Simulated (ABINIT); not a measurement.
**Positron calculation, with input and output: Pt (part 1 of 2)**

System: Pt (Im-3m, 1 atom in the cell).
Method: Kohn-Sham DFT of a periodic cell, LDA-Teter, JTH PAW LDA v2.0, no spin polarisation (ABINIT 10.8.3).

The structure derives from a Materials Project entry.

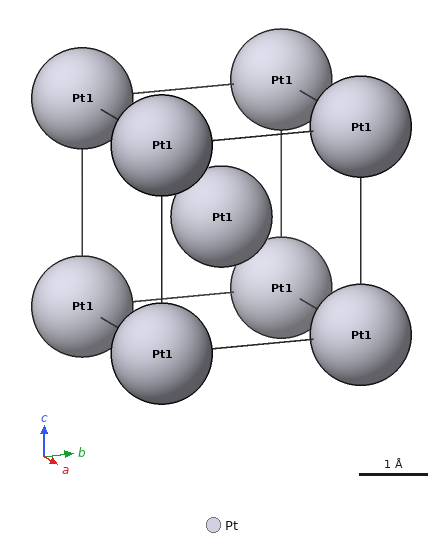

Fig. 1: The structure (spheres-only view of the cell 2 times as large as that of the calculation, set on its symmetry axes, seen slightly off an axis; atoms are numbered from 1 in the order of the input). An atom can appear more than once, as a periodic image.

The input:
```
# Datasets
ndtset 2

# Pseudopotentials
pp_dirpath "./"
pseudos "Pt.LDA_PW-JTH.xml"

# Structure
structure "poscar:POSCAR"
natom 1

# Plane-wave basis
ecut 16.0
pawecutdg 32.0

# Exchange and correlation
ixc 1

# SCF cycle
nstep 80
nnsclo 3

# Output
iomode 3
prteig 0
prtebands 0
prtwf 0

# Dataset 1: electrons
kptopt1 1
ngkpt1 8 8 8
nshiftk1 1
shiftk1 0.0 0.0 0.0
nband1 9
occopt1 3
tsmear1 0.136 eV
tolvrs1 1.0e-10
prtden1 1

# Dataset 2: positron in the electrons' density
positron2 1
ixcpositron2 1
getden2 1
kptopt2 0
nkpt2 1
kpt2 0.0 0.0 0.0
nband2 1
occopt2 2
occ2 1.0
posocc2 1.0
toldfe2 1.0e-7
nline2 10
nnsclo2 2
optforces2 0
optstress2 0
prtden2 0
```

File POSCAR:
```
Pt
1.0
   -1.5842200000      1.5842200000      1.5842200000
    1.5842200000     -1.5842200000      1.5842200000
    1.5842200000      1.5842200000     -1.5842200000
Pt
1
Direct
    0.0000000000      0.0000000000      0.0000000000  Pt
```

Machine: 1 thread of Arm Neoverse V1, 112 GiB of memory available, shared host.

Command:
```bash
abinit run.abi > log 2>&1
```

Log:
```
.Version 10.8.3 of ABINIT
 DATASET    1 : space group Im -3 m (#229); Bravais cI (body-center cubic)
================================================================================
 Values of the parameters that define the memory need for DATASET  1.
     intxc =       0    ionmov =       0      iscf =      17    lmnmax =      18
     lnmax =       6     mgfft =      20  mpssoang =       3    mqgrid =    3001
     natom =       1  nloc_mem =       2    nspden =       1   nspinor =       1
    nsppol =       1      nsym =      48    n1xccc =       1    ntypat =       1
    occopt =       3   xclevel =       1
       mpw =         337          nfft =        8000          nkpt =          29
 PAW method is used; the additional fine FFT grid is defined by:
   mgfftf=        30    nfftf =     27000
================================================================================
================================================================================

 DATASET    2 : space group Im -3 m (#229); Bravais cI (body-center cubic)
================================================================================
 Values of the parameters that define the memory need for DATASET  2.
     intxc =       0    ionmov =       0      iscf =      17    lmnmax =      18
     lnmax =       6     mgfft =      20  mpssoang =       3    mqgrid =    3001
     natom =       1  nloc_mem =       2    nspden =       1   nspinor =       1
    nsppol =       1      nsym =      48    n1xccc =       1    ntypat =       1
    occopt =       2   xclevel =       1
       mpw =         161          nfft =        8000          nkpt =           1
 PAW method is used; the additional fine FFT grid is defined by:
   mgfftf=        30    nfftf =     27000
================================================================================
================================================================================

--------------------------------------------------------------------------------
------------- Echo of variables that govern the present computation ------------
--------------------------------------------------------------------------------
 -outvars: echo values of preprocessed input variables --------
            acell      1.0000000000E+00  1.0000000000E+00  1.0000000000E+00 Bohr
              amu      1.95080000E+02
             ecut      1.60000000E+01 Hartree
           getden1          0
           getden2          1
           jdtset        1    2
           kptopt1          1
           kptopt2          0
         kptrlatt        8    0    0      0    8    0      0    0    8
          kptrlen1     4.14825049E+01
          kptrlen2     3.00000000E+01
            natom           1
            nband1          9
            nband2          1
           ndtset           2
            ngfft          20      20      20
          ngfftdg          30      30      30
             nkpt1         29
             nkpt2          1
            nline1          4
            nline2         10
           nnsclo1          3
           nnsclo2          2
            nstep          80
             nsym          48
           ntypat           1
           occopt1          3
           occopt2          2
        optforces1          2
        optforces2          0
        optstress1          1
        optstress2          0
        pawecutdg      3.20000000E+01 Hartree
         positron1          0
         positron2          1
           prtden1          1
           prtden2          0
        prtebands           0
           prteig           0
            prtwf           0
            rprim     -2.9937419232E+00  2.9937419232E+00  2.9937419232E+00
                       2.9937419232E+00 -2.9937419232E+00  2.9937419232E+00
                       2.9937419232E+00  2.9937419232E+00 -2.9937419232E+00
           shiftk1     0.00000000E+00  0.00000000E+00  0.00000000E+00
           shiftk2     5.00000000E-01  5.00000000E-01  5.00000000E-01
          spgroup         229
           toldfe1     0.00000000E+00 Hartree
           toldfe2     1.00000000E-07 Hartree
           tolvrs1     1.00000000E-10
           tolvrs2     0.00000000E+00
           tsmear1     4.99790782E-03 Hartree
           tsmear2     1.00000000E-02 Hartree
            typat      1
           useylm           1
            znucl       78.00000

================================================================================

 chkinp: Checking input parameters for consistency, jdtset=   1.

 chkinp: Checking input parameters for consistency, jdtset=   2.

================================================================================
== DATASET  1 ==================================================================

--- !DatasetInfo
iteration_state: {dtset: 1, }
dimensions: {natom: 1, nkpt: 29, mband: 9, nsppol: 1, nspinor: 1, nspden: 1, mpw: 337, }
cutoff_energies: {ecut:  16.0, pawecutdg:  32.0, }
electrons: {nelect:   1.00000000E+01, charge:   0.00000000E+00, occopt:   3.00000000E+00, tsmear:   4.99790782E-03, }
meta: {optdriver: 0, ionmov: 0, optcell: 0, iscf: 17, paral_kgb: 0, }
...

 Exchange-correlation functional for the present dataset will be:
  LDA: new Teter (4/93) with spin-polarized option - ixc=1
  S. Goedecker, M. Teter, J. Huetter, PRB 54, 1703 (1996)

 Real(R)+Recip(G) space primitive vectors, cartesian coordinates (Bohr,Bohr^-1):
 R(1)= -2.9937419  2.9937419  2.9937419  G(1)=  0.0000000  0.1670151  0.1670151
 R(2)=  2.9937419 -2.9937419  2.9937419  G(2)=  0.1670151  0.0000000  0.1670151
 R(3)=  2.9937419  2.9937419 -2.9937419  G(3)=  0.1670151  0.1670151  0.0000000
 Unit cell volume ucvol=  1.0732554E+02 bohr^3
 Angles (23,13,12)=  1.09471221E+02  1.09471221E+02  1.09471221E+02 degrees

 Coarse grid specifications (used for wave-functions):

 getcut: wavevector=  0.0000  0.0000  0.0000  ngfft=  20  20  20
         ecut(hartree)=     16.000   => boxcut(ratio)=   2.14740

 Fine grid specifications (used for densities):

 getcut: wavevector=  0.0000  0.0000  0.0000  ngfft=  30  30  30
         ecut(hartree)=     32.000   => boxcut(ratio)=   2.27199

 getcut : COMMENT -
  Note that boxcut > 2.2 ; recall that boxcut=Gcut(box)/Gcut(sphere) = 2
  is sufficient for exact treatment of convolution.
  Such a large boxcut is a waste : you could raise ecut
  e.g. ecut=   41.295459 Hartrees makes boxcut=2

--- Pseudopotential description ------------------------------------------------
- pspini: atom type   1  psp file is ./Pt.LDA_PW-JTH.xml
 Pseudopotential format is: paw10
 basis_size (lnmax)=  6 (lmn_size= 18), orbitals=   0   0   1   1   2   2
 Spheres core radius: rc_sph= 2.51621648
 Shapefunction is SIN type: shapef(r)=[sin(pi*r/rshp)/(pi*r/rshp)]**2
 Radius for shape functions =  2.25451594
 Compensation charge density is not taken into account in XC energy/potential

   3.06778918E+02                                ecore*ucvol(ha*bohr**3)
--------------------------------------------------------------------------------

================================================================================

--- !BeginCycle
iteration_state: {dtset: 1, }
solver: {iscf: 17, nstep: 80, nline: 4, wfoptalg: 10, }
tolerances: {tolvrs: 1.00E-10, }
...

     iter   Etot(hartree)      deltaE(h)  residm     nres2
 ETOT  1  -27.184980406473    -2.718E+01 8.825E-02 4.099E+00
 ETOT  2  -27.185195750239    -2.153E-04 2.249E-03 6.051E-01
 ETOT  3  -27.180727834700     4.468E-03 1.101E-03 4.437E-02
 ETOT  4  -27.180552155068     1.757E-04 2.441E-04 5.137E-03
 ETOT  5  -27.180566753529    -1.460E-05 2.103E-04 6.087E-04
 ETOT  6  -27.180573293558    -6.540E-06 8.137E-05 4.579E-05
 ETOT  7  -27.180573111945     1.816E-07 3.978E-04 6.028E-08
 ETOT  8  -27.180573115732    -3.788E-09 1.089E-04 3.118E-08
 ETOT  9  -27.180573116194    -4.617E-10 3.967E-04 8.106E-10
 ETOT 10  -27.180573116197    -2.661E-12 7.582E-05 3.812E-12

 At SCF step   10       nres2   =  3.81E-12 < tolvrs=  1.00E-10 =>converged.

 Cartesian components of stress tensor (hartree/bohr^3)
  sigma(1 1)=  4.61478675E-04  sigma(3 2)=  0.00000000E+00
  sigma(2 2)=  4.61478675E-04  sigma(3 1)=  0.00000000E+00
  sigma(3 3)=  4.61478675E-04  sigma(2 1)=  0.00000000E+00

--- !ResultsGS
iteration_state: {dtset: 1, }
comment   : Summary of ground state results
lattice_vectors:
- [ -2.9937419,   2.9937419,   2.9937419, ]
- [  2.9937419,  -2.9937419,   2.9937419, ]
- [  2.9937419,   2.9937419,  -2.9937419, ]
lattice_lengths: [   5.18531,    5.18531,    5.18531, ]
lattice_angles: [109.471, 109.471, 109.471, ] # degrees, (23, 13, 12)
lattice_volume:   1.0732554E+02
convergence: {deltae: -2.661E-12, res2:  3.812E-12, residm:  7.582E-05, diffor: null, }
etotal    :  -2.71805731E+01
entropy   :   0.00000000E+00
fermie    :   3.02530254E-01
cartesian_stress_tensor: # hartree/bohr^3
- [  4.61478675E-04,   0.00000000E+00,   0.00000000E+00, ]
- [  0.00000000E+00,   4.61478675E-04,   0.00000000E+00, ]
- [  0.00000000E+00,   0.00000000E+00,   4.61478675E-04, ]
pressure_GPa:  -1.3577E+01
xred      :
- [  0.0000E+00,   0.0000E+00,   0.0000E+00, Pt]
cartesian_forces: # hartree/bohr
- [ -0.00000000E+00,  -0.00000000E+00,  -0.00000000E+00, ]
force_length_stats: {min:   0.00000000E+00, max:   0.00000000E+00, mean:   0.00000000E+00, }
...

 Integrated electronic density in atomic spheres:
 ------------------------------------------------
 Atom  Sphere_radius  Integrated_density
    1        2.51622          8.56429752

================================================================================

 ----iterations are completed or convergence reached----

 Mean square residual over all n,k,spin=   29.245E-08; max=  75.823E-06
 reduced coordinates (array xred) for    1 atoms
       0.000000000000      0.000000000000      0.000000000000
 rms dE/dt=  0.0000E+00; max dE/dt=  0.0000E+00; dE/dt below (all hartree)
    1       0.000000000000      0.000000000000      0.000000000000

 cartesian coordinates (angstrom) at end:
    1      0.00000000000000     0.00000000000000     0.00000000000000

 cartesian forces (hartree/bohr) at end:
    1     -0.00000000000000    -0.00000000000000    -0.00000000000000
 frms,max,avg= 0.0000000E+00 0.0000000E+00   0.000E+00  0.000E+00  0.000E+00 h/b
```
